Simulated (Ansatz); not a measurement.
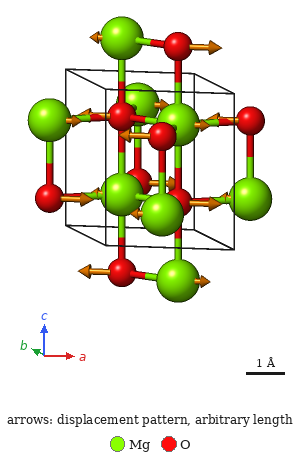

Lattice vibrations of solid MgO, at the zone centre. The optical levels lie at 286 (×2), 345, 392, 477 (×2), 485 (×2), 521 cm⁻¹. One mode is drawn. The orange arrows are the displacements of the atoms (eigenvector over the root of the mass), of arbitrary overall length and sign. Style: ball-and-stick. Shown: the cell of the calculation, slightly off an axis.

Computed with DFT PBE, scalar-relativistic, plane waves, PAW (Ansatz 0.2.0). Set-up: plane-wave cutoff 420 eV; k-point mesh 6 × 6 × 6; occupations fixed; no spin polarisation.

Frequencies are those without the non-analytic (LO–TO) term.

To which level does it belong?

The level at 485 cm⁻¹. This is the E₂g mode (doubly degenerate; one member of the set is drawn), optical level 5 of 6, counted from below, Raman-active by symmetry. All motion is along a; atoms of one kind move against one another, with no net shift of any sublattice; it stretches the shortest Mg–O bonds (2.03 Å); the kinetic energy is shared as O 75 %, Mg 25 %.
